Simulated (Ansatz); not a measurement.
# Ti: what the fields show

```xyz
2
Lattice="-0.3594 -0.3594 2.9296 -1.6424 2.0018 -1.4648 -3.2834 -3.2834 -0.8065" Properties=species:S:1:pos:R:3 pbc="T T T"
Ti   -3.6778   -1.2470   -0.6064
Ti   -1.6071   -0.3937    1.2616
```

Space group P6₃/mmc; set up as Ti, beta-Sn type; a generated structure, not necessarily the stable one; changed on purpose from its base cell (volume × 1.12); computed pressure about −12 GPa in this cell; computed without spin polarisation.

Method: DFT, LDA (PW92), plane waves (420 eV) with PAW, scalar-relativistic (Ansatz 0.2.0).

Core electrons are frozen (PAW), and the valence fields are smoothed inside the atomic spheres.

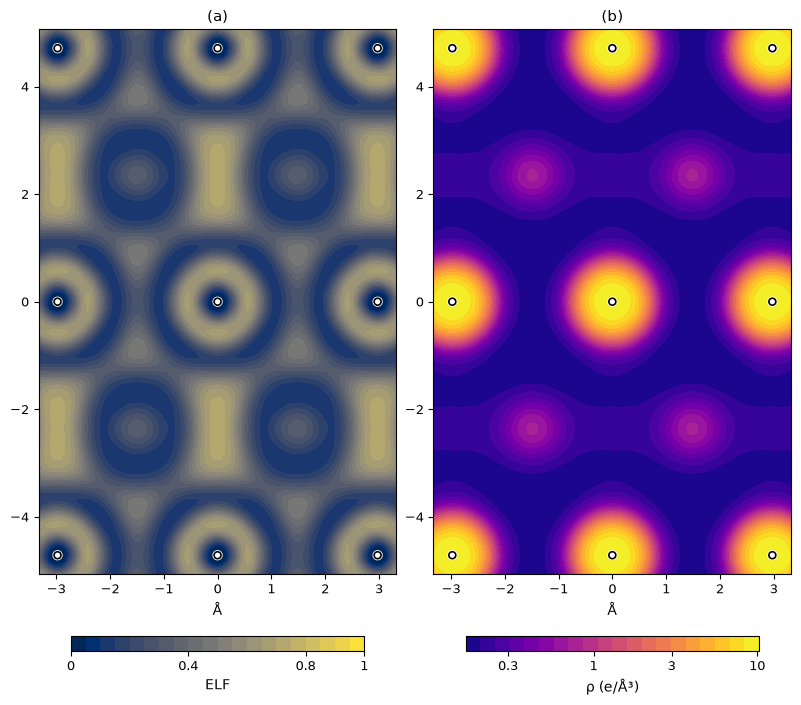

Figure 1. (a) ELF; (b) valence charge density (pseudo) on the (100) plane of the conventional cell. Circles mark the nuclei in the plane (Ti).

Q: What does the map show?

A:
- The section cuts through Ti sites.
- Atoms just off the plane (Ti, 0.9 Å away) can leave unmarked features too.
- Ti–Ti (2.97 Å): ρ at the midpoint is about 0.18 e/Å³; the ELF is about 0.25 at the midpoint: no shared electron pair shows on this line.
- Between the atoms the lowest density in this plane is 0.17 e/Å³.
- The ELF has a maximum of about 0.70 in the space between the atoms, on no atom or two-centre bond.
- The features right at Ti lie inside the PAW spheres, where the map follows smoothed inner orbitals and isn't to be read closely.

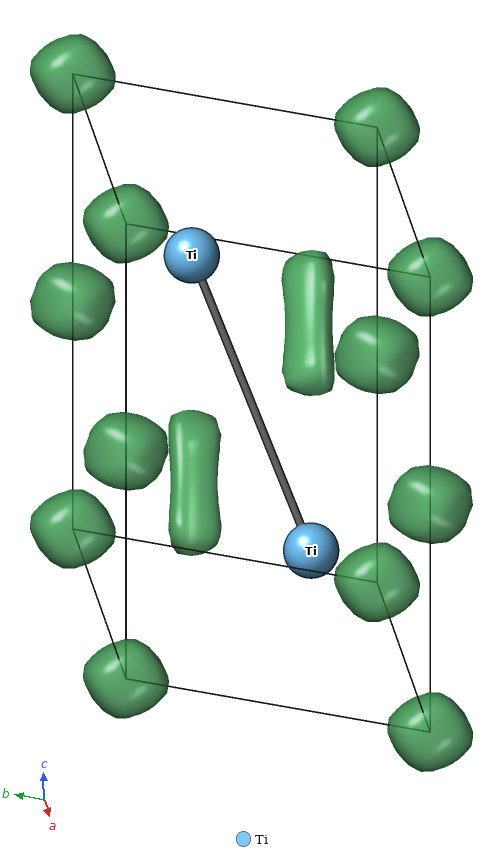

Figure 2. Isosurface of the ELF at 0.65 (green), seen at an oblique angle. Only the valence region is drawn (cores and ρ < 0.01 e/Å³ removed). Sticks mark near contacts.

Q: Describe the localisation domains.

A: At this value the surface marks out four pockets between the atoms, centred on no nucleus (multi-centre or interstitial), counted in one cell of 2 atoms. Any copies at cell faces, edges or corners count once. There are no localised bonds or lone pairs at this value. Profiles from the grid: Ti–Ti (2.92 Å): the ELF is about 0.20 at the midpoint (no localised pair shows between them).

Q: Metal or insulator at this level of theory?

A: It is gapless in this calculation (a metal or semimetal).
